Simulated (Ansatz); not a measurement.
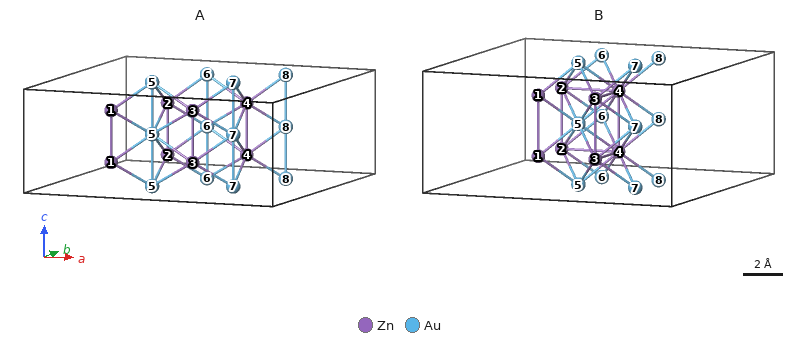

Two geometries of a wire of composition ZnAu, drawn at one scale. One is the start of a relaxation, the other its converged end. A ball-and-stick model of the 2 repeat of the cell, with the vacuum cut short, seen slightly off an axis.

Method: Ansatz, DFT PBE, scalar-relativistic, plane waves, PAW. Set-up: plane-wave cutoff 420 eV; k-point mesh 1 × 1 × 10; occupations gaussian; smearing width 0.05 eV; no spin polarisation; cell relaxed at fixed a, b, alpha, beta, gamma; force threshold 0.02 eV/Å; at most 45 steps.

Question: Which geometry has the lower energy?

Answer: Structure A is the relaxed one. Case: wire along [0 0 1], 8 atoms a period. The largest move relative to the layer's centre is that of Zn1, 1.59 Å. By element the largest moves are Zn 1.59 Å, Au 1.54 Å. Along the periodic axis the drawn cell goes c 6.373 → 5.434 Å (−14.7 %). Some distances before and after: Zn4–Au5 2.760 → 5.485 Å, Zn2–Zn4 3.187 → 4.108 Å, Zn1–Zn1 3.187 → 2.717 Å, Au5–Au5 3.187 → 2.717 Å. Bonds break: Zn4–Au5 (2.76 → 5.49 Å). Among the angles between lasting bonds that change: Zn2–Au5–Zn3 180.0° → 108.2°, Au6–Zn4–Au7 180.0° → 112.5°, Au5–Zn2–Au6 70.5° → 105.0°. After 16 accepted moves (17 points after the start) the energy has fallen by 1.854 eV per cell of the calculation. Largest force component: 0.71 eV/Å at the start, 0.008 eV/Å at the end. The SCF was repeated once at an unchanged geometry on a basis and grid sized afresh for the cell, which shifted the energy by 7.9 meV per cell of the calculation at most. Cost: 3.1 min on 4 threads of Arm Neoverse V2, with other jobs on the host, peak memory 1.3 GiB.

Limits of the set-up: the k-point mesh is coarse for a cell with partly filled bands.
